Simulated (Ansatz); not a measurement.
# Quasiparticle gap of Y2Ti2O7 (Fd-3m)

Aim: the quasiparticle gap of Y2Ti2O7 (Fd-3m), starting from HSE06.

Method: HSE06, then G0W0 on it, plane waves, PAW, in Ansatz 0.2.0.

**The experiments to reproduce.**

- Gap 3.44 eV: direct optical gap from Tauc plot; UV-Vis-NIR transmission; bulk crystal (floating-zone single crystal wafer, 1 mm thick) (“Structural, optical and mechanical properties of Y2Ti2O7 single crystal”, 2020, arxiv:2006.07359).

Report form: the programs' logs are mostly left out.

In doubt: masses and optical values from hybrid runs of this build are listed as unsure (step 3), which bears on the screening that GW takes from such a start.

## Step 1: The structure

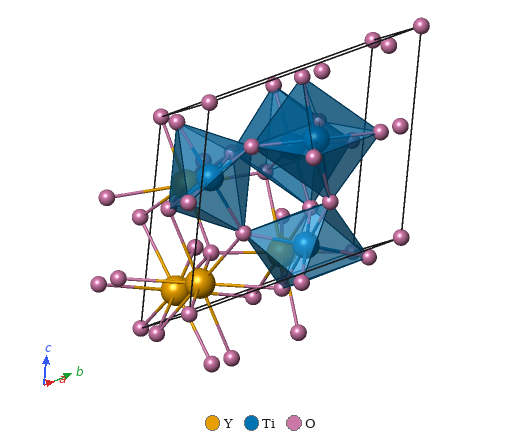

Start, viewed slightly off an axis; yttrium orange, titanium blue, oxygen pink. Bonds to atoms that aren't drawn are left out. Some periodic images of atoms are drawn too.

Geometry: measured cell, ions relaxed with LDA. The runs that relaxed it are not among those shown. The default PAW set here is soft_2. Its files were made with PBE.

## Step 2: The starting point: HSE06

HSE06 mixes in a quarter of exact exchange at short range.

This step: DFT, HSE06, plane waves, PAW.

The input, input.yaml:

```yaml
crystal:
  lattice:
    - [0.0, 5.0493, 5.0493]
    - [5.0493, 0.0, 5.0493]
    - [5.0493, 5.0493, 0.0]
  atoms:
    - { symbol: "Y", position: [0.125, 0.125, 0.125] }
    - { symbol: "Y", position: [0.625, 0.125, 0.125] }
    - { symbol: "Y", position: [0.125, 0.125, 0.625] }
    - { symbol: "Y", position: [0.125, 0.625, 0.125] }
    - { symbol: Ti, position: [0.625, 0.625, 0.625] }
    - { symbol: Ti, position: [0.125, 0.625, 0.625] }
    - { symbol: Ti, position: [0.625, 0.625, 0.125] }
    - { symbol: Ti, position: [0.625, 0.125, 0.625] }
    - { symbol: O, position: [0.5454541437, 0.9545458563, 0.9545458563] }
    - { symbol: O, position: [0.7045458563, 0.2954541437, 0.7045458563] }
    - { symbol: O, position: [0.9545458563, 0.5454541437, 0.5454541437] }
    - { symbol: O, position: [0.2954541437, 0.7045458563, 0.2954541437] }
    - { symbol: O, position: [0.9545458563, 0.5454541437, 0.9545458563] }
    - { symbol: O, position: [0.7045458563, 0.7045458563, 0.2954541437] }
    - { symbol: O, position: [0.5454541437, 0.9545458563, 0.5454541437] }
    - { symbol: O, position: [0.2954541437, 0.2954541437, 0.7045458563] }
    - { symbol: O, position: [0.7045458563, 0.2954541437, 0.2954541437] }
    - { symbol: O, position: [0.9545458563, 0.9545458563, 0.5454541437] }
    - { symbol: O, position: [0.2954541437, 0.7045458563, 0.7045458563] }
    - { symbol: O, position: [0.5454541437, 0.5454541437, 0.9545458563] }
    - { symbol: O, position: [0.0, 0.0, 0.0] }
    - { symbol: O, position: [0.25, 0.25, 0.25] }
kpoints:
  mp_grid: { grid: [4, 4, 4] }
  band_path:
    path:
      - [0.0, 0.0, 0.0]
      - [0.5, 0.0, 0.5]
      - [0.625, 0.25, 0.625]
      - [0.375, 0.375, 0.75]
      - [0.5, 0.5, 0.5]
      - [0.5, 0.25, 0.75]
    npoints: 1
hamiltonian:
  xc: hse06
scf:
  occupations: { method: fixed }
  n_extra_bands: 11
output:
  eigenvalues: true
```

Run with:

```bash
$ ansatz run input.yaml --threads 24 --pin off --max-ram 82944MiB --backend cuda --events-out ev --progress --plain --runs-dir out --devices 1 --max-vram 78GiB
```

Run time: 25 s. Hardware: 1 × NVIDIA GB200 (shared by 2 runs) with 24 threads of Arm Neoverse V2, shared host; peak memory 2.5 GiB; 6.5 min of CPU time.

Numbers from this step:

```
gap                     : 4.497 eV
valence top at          : X
conduction bottom at    : Γ
least direct gap        : 4.516 eV
exact-exchange fraction : 0.25
```

Over mesh and listed points the gap is 4.497 eV, from k = (0.500, 0.000, 0.500) to k = Γ. The least direct gap found is 4.516 eV, at k = Γ.

## Step 3: G0W0 on the 2×2×2 mesh

G0W0 replaces the xc potential by a self-energy built once from the orbitals of the start. Levels are corrected in the window of bands that the input names, at points of the mesh.

This step: G0W0 on HSE06, plane waves, PAW.

input.yaml: that of step 2 with these lines changed.

```diff
@@ -29,12 +29,3 @@
 kpoints:
-  mp_grid: { grid: [4, 4, 4] }
-  band_path:
-    path:
-      - [0.0, 0.0, 0.0]
-      - [0.5, 0.0, 0.5]
-      - [0.625, 0.25, 0.625]
-      - [0.375, 0.375, 0.75]
-      - [0.5, 0.5, 0.5]
-      - [0.5, 0.25, 0.75]
-    npoints: 1
+  mp_grid: { grid: [2, 2, 2] }
 hamiltonian:
@@ -43,4 +34,7 @@
   occupations: { method: fixed }
-  n_extra_bands: 11
-output:
-  eigenvalues: true
+gw:
+  n_empty_bands: 450
+  ecut_chi: 84
+  qp_bands: [v4, c4]
+  qp_kpoints: band_edges
+  screening: { model: contour_deformation }
```

Wall time 15 s (1 × NVIDIA GB200 (shared by 2 runs) with 24 threads); peak memory 2 GiB; 81 s of CPU time.

Numbers from this step:

| Property | Result |
| --- | --- |
| bands summed | 538 |
| RPA ε∞ on this mesh (eigenvalues) | 4.369, 4.369, 4.369 |
| plane waves in the screening matrix | 459 |
| q-points in the mesh | 8 |
| G0W0 gap over the corrected points | 5.064 eV |
| k of the valence top | 0, -0.5, -0.5 |
| k of the conduction bottom | 0, 0, 0 |
| starting gap on the mesh | 4.489 eV |
| Z at the valence top | 0.7758 |
| Z at the conduction bottom | 0.7716 |
| least direct G0W0 gap over the corrected points | 5.066 eV |

Over all 3 irreducible mesh points the G0W0 gap is 5.064 eV, from k = (0.000, -0.500, -0.500) to k = Γ. The HSE06 gap of this run on the mesh is 4.489 eV. The two states that bound the G0W0 gap lie that far apart at the start, so the correction of the gap is 5.064 − 4.489 = +0.575 eV. The start of this run differs from the step before in mesh (4×4×4 and 2×2×2).

Labels follow the order of the start: v1 is the top filled band, c1 the lowest empty one; levels that stay degenerate share a row, the window can cut a multiplet, doubted levels are not marked in this list, bands outside the window were not corrected, and the list may be a part of the corrected levels. The levels before and after the correction (eV, zero at the valence-band top of each column):

|  | conduction bottom | valence top |
| --- | --- | --- |
| HSE06 | 4.49 | 0.00 |
| G0W0 | 5.06 | 0.00 |

|  | level | occupation | energy (eV) |
| --- | --- | --- | --- |
| HSE06 | Γ v3-v1 | 2 | -0.021 |
| HSE06 | Γ c1-c2 | 0 | 4.489 |
| HSE06 | Γ c3 | 0 | 4.709 |
| HSE06 | (0 -0.5 -0.5) v3 | 2 | -0.617 |
| HSE06 | (0 -0.5 -0.5) v2-v1 | 2 | 0.000 |
| HSE06 | (0 -0.5 -0.5) c1-c2 | 0 | 4.906 |
| HSE06 | (0 -0.5 -0.5) c3 | 0 | 4.994 |
| G0W0 | Γ v3-v1 | 2 | -0.001 |
| G0W0 | Γ c1-c2 | 0 | 5.064 |
| G0W0 | Γ c3 | 0 | 5.157 |
| G0W0 | (0 -0.5 -0.5) v3 | 2 | -0.677 |
| G0W0 | (0 -0.5 -0.5) v2-v1 | 2 | 0.000 |
| G0W0 | (0 -0.5 -0.5) c1-c2 | 0 | 5.411 |
| G0W0 | (0 -0.5 -0.5) c3 | 0 | 5.547 |

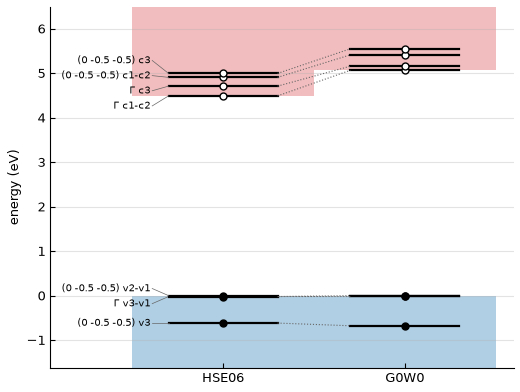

Levels before and after the correction. Shaded: valence and conduction bands. Filled marks are occupied levels, open marks empty ones.

The parts of the quasiparticle energy for the two states that bound the G0W0 gap, in eV on the run's own scale (QP = start + Σx + Σc − Vxc, with Σc at the quasiparticle energy):

| edge | k | band | start | Σx | Σc | Vxc | Z | QP |
| --- | --- | --- | --- | --- | --- | --- | --- | --- |
| valence top | (0.000, -0.500, -0.500) | 87 | 8.617 | −26.218 | 4.474 | −22.220 | 0.776 | 9.092 |
| conduction bottom | Γ | 89 | 13.106 | −12.980 | −6.218 | −20.248 | 0.772 | 14.156 |

For a hybrid start, Vxc holds its share of exact exchange.

## Step 4: The runs together

Each gap is the least one over the points named; times are wall times on shared hosts, not benchmarks. A G0W0 time includes the run's own self-consistent start. Runs with listed points see these and the mesh alone, so an edge that moves elsewhere is missed. Symmetry makes (0.500, 0.000, 0.500) and (0.000, -0.500, -0.500) one point.

| level | mesh | files, cutoff | bands summed, screening | points | gap (eV) | valence top | conduction bottom | least direct gap (eV) | time |
| --- | --- | --- | --- | --- | --- | --- | --- | --- | --- |
| HSE06 | 4×4×4 | soft_2 PAW, 420 eV | - | mesh and listed points | 4.497 | (0.500, 0.000, 0.500) | Γ | 4.516 | 25 s |
| G0W0@HSE06 | 2×2×2 | soft_2 PAW, 420 eV | 538, 84 eV | all 3 irreducible mesh points | 5.064 | (0.000, -0.500, -0.500) | Γ | 5.066 | 15 s |

Computed less measured, in eV, for the reports listed at the start; nothing is added to the computed values:

| row | computed (eV) | 3.44 eV (2020) |
| --- | --- | --- |
| HSE06, gap | 4.497 | +1.057 |
| G0W0@HSE06, gap | 5.064 | +1.624 |

## Step 5: Results

```
HSE06 gap over mesh and listed points             : 4.497 eV, from k = (0.500, 0.000, 0.500) to k = Γ
G0W0@HSE06 gap over all 3 irreducible mesh points : 5.064 eV, from k = (0.000, -0.500, -0.500) to k = Γ
GW settings                                       : 2×2×2 mesh, 450 empty bands, screening to 84 eV
known limits                                      : finite bands, screening cutoff and k mesh; no spin-orbit coupling in G0W0
```

**Reading.** Over all 3 irreducible mesh points the G0W0 gap is 5.064 eV, from k = (0.000, -0.500, -0.500) to k = Γ. The HSE06 gap of this run on the mesh is 4.489 eV. The two states that bound the G0W0 gap lie that far apart at the start, so the correction of the gap is 5.064 − 4.489 = +0.575 eV. The valence state moves by 9.092 − 8.617 = +0.475 eV and the conduction state by 14.156 − 13.106 = +1.050 eV, on the run's own scale; how far single levels stand from their limit in bands is not shown. Both edges that HSE06 shows over mesh and listed points lie at k points where levels were corrected. Levels at other points were not corrected, so a lower G0W0 gap elsewhere in the zone is not ruled out. No second run with other bands and screening cutoff is shown, so the distance to the basis limit is not known. On another start, G0W0@LDA runs of this series (2×2×2 mesh, soft_2 PAW; not shown as steps) give 4.922 eV with 247 bands and 42 eV, 4.644 eV with 538 bands and 84 eV and 4.644 eV with 1056 bands and 140 eV. The program doubts an edge level of G0W0@LDA with 247 bands (2×2×2, soft_2 PAW). G0W0 on other starts in this series, not shown as steps and not all at these settings: 4.644 eV on LDA (2×2×2, soft_2 PAW, 538 bands, 84 eV). Two runs of this series at another level, not shown as steps, test spin-orbit coupling. LDA+SOC against LDA: 2.793 − 2.797 = −0.004 eV. Mesh, set of files and cutoff are the same, but the valence top lies at another k point, so this need not be the shift of one pair of states. The spin-orbit run sees mesh and listed points alone, so its gap is an upper bound: the coupling can move an edge off these points, and the change over the zone, its sign included where it is small, is not known. What spin-orbit coupling does to the G0W0 levels was not computed, so no sum with the G0W0 gap is formed. Against experiment, G0W0@HSE06 at 5.064 eV lies +1.624 eV from 3.44 eV (2020). The differences hold parts that these runs do not separate: finite bands, cutoffs and mesh, points of the zone that were not corrected, the start of G0W0, spin-orbit coupling missing from it, static nuclei, no electron-hole attraction, and what each experiment reads as the gap. How much each gives is not known from the steps shown. The G0W0 runs are scalar-relativistic. No pair of G0W0 runs that differ in the mesh alone is shown (2×2×2 is a supercell whose nearest images lie 14 Å apart), so the error from the mesh is not known here. G0W0 is shown with one set of atomic data (soft_2 PAW), so the error from the files is not known here.

[Paths, hosts, dates, memory and timing lines, banners, echoed tables and standing remarks are left out of the program output.]

[Logs are printed without paths, hosts, clocks, repeated set-up lines and the standing remarks that a program may print on its own settings, such as how far it seeks lower states.]

[Runs of the session that timed out or met a known fault of the program may be left out.]

[Cells called generated may have been cut or substituted from an entry of the Crystallography Open Database or the Materials Project.]

[Hosts, paths, dates, database ids (printed as entryN), source tags and the programs' standing remarks are cut or masked in the printed files.]

[Where an RPA ε∞ is given, it is that of the G0W0 mesh and is not shown converged in it. Names of k-points follow the symmetry that the program found, which can be lower than the space group named. Band edges on a path are those of the sampled points; other points can move an edge, and change direct to indirect where valleys lie close.]

[Hybrid gaps are those of their k-mesh and are not shown converged in it.]
